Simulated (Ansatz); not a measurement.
Si₆C₅: several calculations on one system

### Relaxation

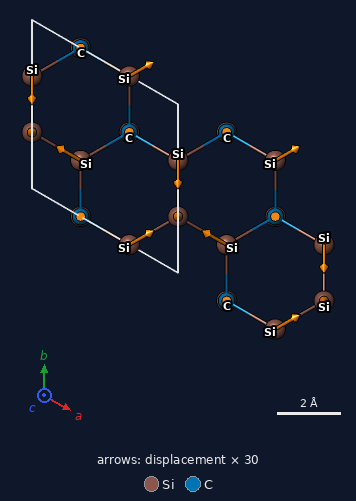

This is a relaxation of a defect cell of composition Si6C5. The starting structure is drawn; orange arrows show the displacements, 30 times their true length.

A ball-and-stick model of the cell of the calculation, reduced to other axes, repeated 2 × 1 × 1 with one cell outlined, seen along the c axis. Lengths and directions refer to the drawn axes.

Case: C vacancy (site b), charge +0, atoms relaxed at the host's cell.

These are results of DFT PBE, scalar-relativistic, plane waves, PAW (Ansatz 0.2.0), not measurements. Set-up: plane-wave cutoff 420 eV; k-point mesh 2 × 2 × 2; occupations gaussian; smearing width 0.01 eV; no spin polarisation; atoms relaxed in a fixed cell; force threshold 0.025 eV/Å; at most 45 steps.

Atoms of which element are displaced furthest, and by how much?

Answer. Silicon: up to 0.038 Å, against 0.018 Å for carbon.

What happened in the run?

Answer. Over 3 geometry steps the energy falls by 58.6 meV per cell of the calculation. The largest force component goes from 0.58 to 0.0078 eV/Å. The largest moves, 0.038 Å, are those of Si atoms. Largest moves by element: Si 0.038 Å, C 0.018 Å. The cell doesn't change. Some distances before and after: C–Si 1.893 → 1.921 Å, C–Si 1.907 → 1.881 Å, C–Si 1.907 → 1.903 Å. Bond angles that change, for instance: C–Si–C 109.5° → 107.2°.

Limits of the set-up: the k-point mesh is coarse for a cell with partly filled bands; the periodic images lie only 5.1 Å apart, so the values are limited by the cell's size.

### Relaxation

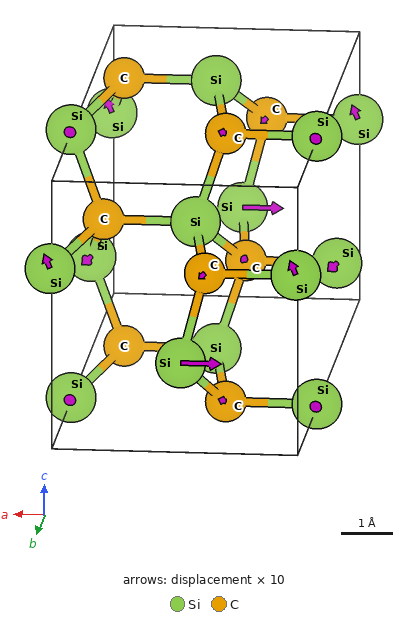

This is a relaxation of a defect cell of composition Si6C5 (cell charge +2). The starting structure is drawn; purple arrows show the displacements, magnified 10 times.

A ball-and-stick model of the cell of the calculation, seen from a free direction.

Case: C vacancy (site b), charge +2, atoms relaxed at the host's cell.

Level of theory: DFT PBE, scalar-relativistic, plane waves, PAW (Ansatz 0.2.0). (plane-wave cutoff 420 eV; k-point mesh 2 × 2 × 2; occupations gaussian; smearing width 0.01 eV; no spin polarisation; atoms relaxed in a fixed cell; force threshold 0.025 eV/Å; at most 45 steps)

### Which element moves most?

Silicon: up to 0.086 Å, against 0.019 Å for carbon.

### What happened in the run?

The atom that moves furthest is a Si atom (0.086 Å along −a). By element the largest moves are Si 0.086 Å, C 0.019 Å. The cell stays as it was. Some distances before and after: C–Si 1.873 → 1.836 Å, C–Si 1.895 → 1.885 Å. Bond angles that change, for instance: C–Si–C 113.2° → 115.4°. The energy falls by 66.3 meV per cell of the calculation in 4 geometry steps. Largest force component: 0.67 eV/Å at the start, 0.0061 eV/Å at the end.

Limits of the set-up: the periodic images lie only 5.1 Å apart, so the values are limited by the cell's size; the cell is charged, on a uniform background, and energies carry no finite-size correction.

### Defect

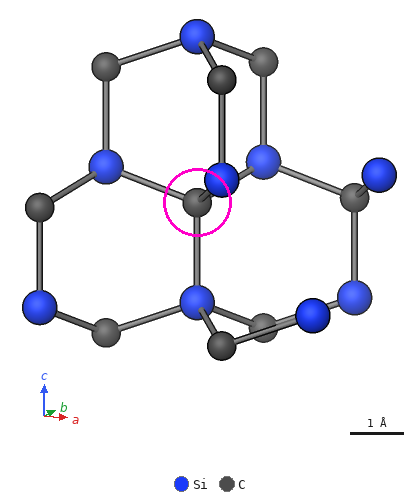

Perfect SiC. Style: ball-and-stick. Shown: the atoms within 3.9 Å of one point, in a slice 4.2 Å thick across the line of sight, slightly off an axis.

Computed with DFT PBE, scalar-relativistic, plane waves, PAW in Ansatz 0.2.0. (plane-wave cutoff 420 eV; k-point mesh 2 × 2 × 2; occupations gaussian; smearing width 0.01 eV; collinear spin) The cell is small and the k-mesh coarse, so the numbers are rough. A uniform background neutralises the charged cell. The axes drawn are those of the host's conventional cell.

A carbon atom is taken out (a vacancy) at the ringed place, in charge state +1. The supercell has 12 sites, and the atoms are relaxed at the host's cell.

> Predict the relaxed surroundings of the defect.

Around the empty C site the host had 4 Si at 1.89 to 1.91 Å; after relaxation the nearest atoms are 4 Si at 1.93 to 2.04 Å. Of the host's atoms, a silicon atom moves furthest from its site, by 0.13 Å.

The relaxed defect, seen from the same direction:

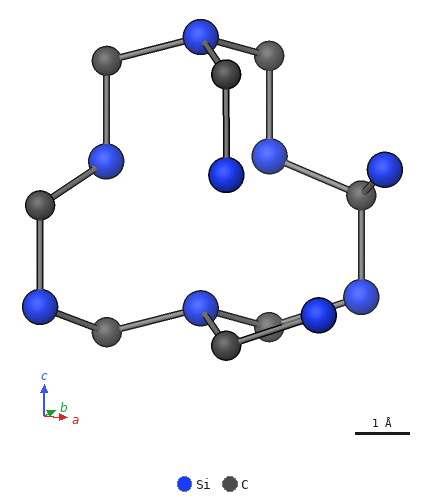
